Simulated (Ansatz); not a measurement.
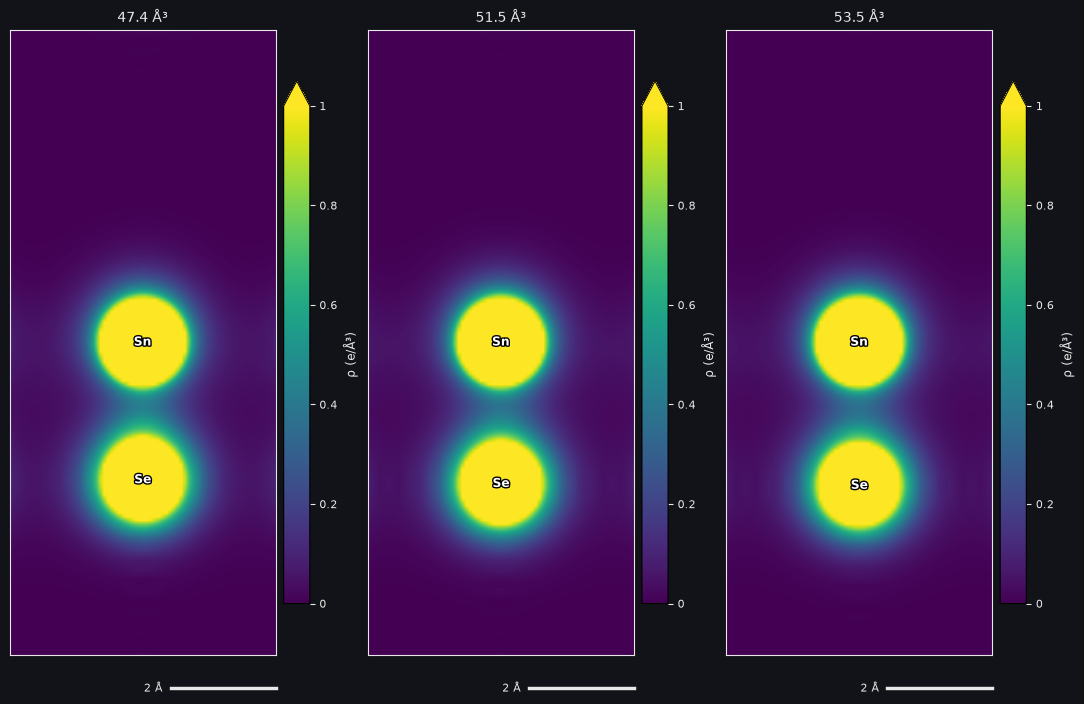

SnSe. The valence pseudo-density of cells scaled evenly to different volumes (given per atom above each panel), on the (010) plane of each (indices in the axes of the cell below), at one length scale and on one colour scale.

A structure from a database of computed crystals, not necessarily the ambient phase.

Theory: Kohn-Sham DFT of a periodic cell, r2SCAN, Ansatz PAW (Ansatz).

The largest cell:

```
Sn Se
1.0
     4.36937    0.00000    0.00000
     0.00000    4.36937    0.00000
     0.00000    0.00000   11.20625
Sn Se
2 2
Direct
  0.00000 0.50000 0.62777
  0.50000 0.00000 0.37223
  0.00000 0.50000 0.38396
  0.50000 0.00000 0.61604
```

| volume (Å³/atom) | Sn–Se contact in the plane (Å) | ρ at its midpoint (e/Å³) | pressure (GPa) | gap on the mesh (eV) | 
| --- | --- | --- | --- | --- |
| 47.43 | 2.625 | 0.444 | 2.0 | 1.64 | 
| 50.46 | 2.680 | ? | ? | ? | 
| 51.47 | 2.697 | 0.404 | −0.5 | 1.80 | 
| 53.49 | 2.732 | 0.379 | −1.4 | 1.83 | 

> Estimate the missing row, and compare with the calculation.

Over the known rows ln ρ falls by 1.45 per Å of Sn–Se distance (a least-squares line), which gives 0.411 e/Å³ at 2.680 Å; the calculation gives 0.418 e/Å³. For the pressure, a straight line in volume between the neighbouring rows gives 0.1 GPa; the calculation gives 0.0. For the gap on the mesh, a straight line in volume between the neighbouring rows gives 1.76 eV; the calculation gives 1.78.
